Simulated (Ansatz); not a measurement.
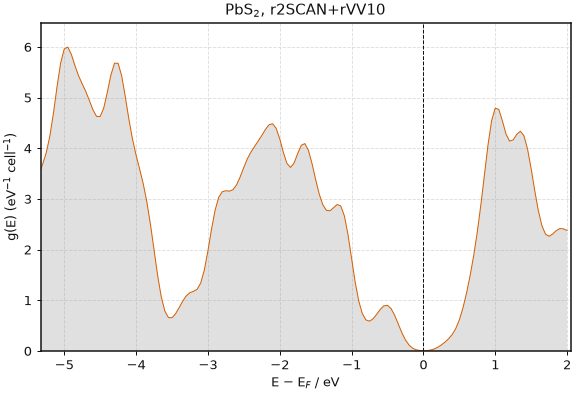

Density of states. Energies are counted from the Fermi level. The curve is built from the levels of the k mesh with Gaussians 0.3 eV wide, which also blur the band edges.

System: PbS₂, space group Pnnm, 6 atoms in the cell, MgF2-58 type type.

```cif
data_structure
_symmetry_space_group_name_H-M 'P 1'
_symmetry_Int_Tables_number 1
_cell_length_a 5.3741
_cell_length_b 7.0580
_cell_length_c 4.3570
_cell_angle_alpha 90.000
_cell_angle_beta 90.000
_cell_angle_gamma 90.000
_cell_volume 165.26
loop_
_atom_site_label
_atom_site_type_symbol
_atom_site_fract_x
_atom_site_fract_y
_atom_site_fract_z
_atom_site_occupancy
Pb1 Pb 0.50000 0.50000 0.50000 1
Pb2 Pb 0.00000 0.00000 0.00000 1
S1 S 0.64540 0.09706 0.50000 1
S2 S 0.35460 0.90294 0.50000 1
S3 S 0.14540 0.40294 0.00000 1
S4 S 0.85460 0.59706 0.00000 1
```

Level of theory: DFT, r2SCAN+rVV10, plane waves, PAW, no spin polarisation, 6×4×6 k mesh, 500 eV cutoff, Fermi-Dirac smearing of 0.03 eV; code Ansatz.

**Metal or insulator, going by the density of states?**

There is a gap; over the k points computed it is 0.68 eV (indirect; the smallest direct gap is 1.16 eV).

Spin-orbit coupling is left out, which matters for Pb.
